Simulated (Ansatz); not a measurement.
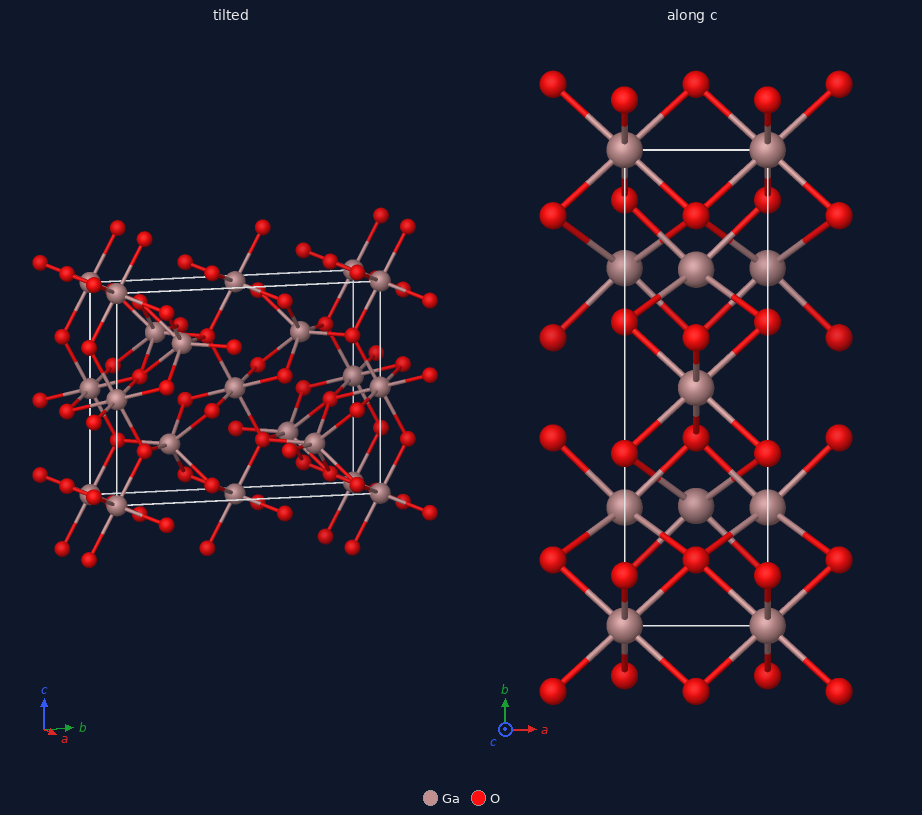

Structure drawing (ball-and-stick), viewed slightly off an axis and along the c axis. The lines enclose the conventional unit cell; boundary atoms appear with their images. A few atoms beyond the faces are included.

Ga2O3, space group Cmcm (No. 63), a = 2.79 Å, b = 9.28 Å, c = 7.15 Å, α = 90.00°, β = 90.00°, γ = 90.00°.

Method: DFT PBEsol, scalar-relativistic, plane waves, PAW (Ansatz); E_cut = 420 eV, k-points about 0.24 Å⁻¹ apart, Gaussian smearing of 0.05 eV, no spin polarisation.

Question: How large a gap does the method give, if there is one?

Answer: A semiconductor at this level, with a gap of 1.48 eV on the k-mesh (the true edges may lie between mesh points, so the gap can be somewhat smaller).

It goes back to a structure listed in the Materials Project. Earlier steps of the study, as a rule a relaxation of our own, may have changed the cell and positions, so they can lie some per cent off the listed ones. It went into a calculation with Ansatz.
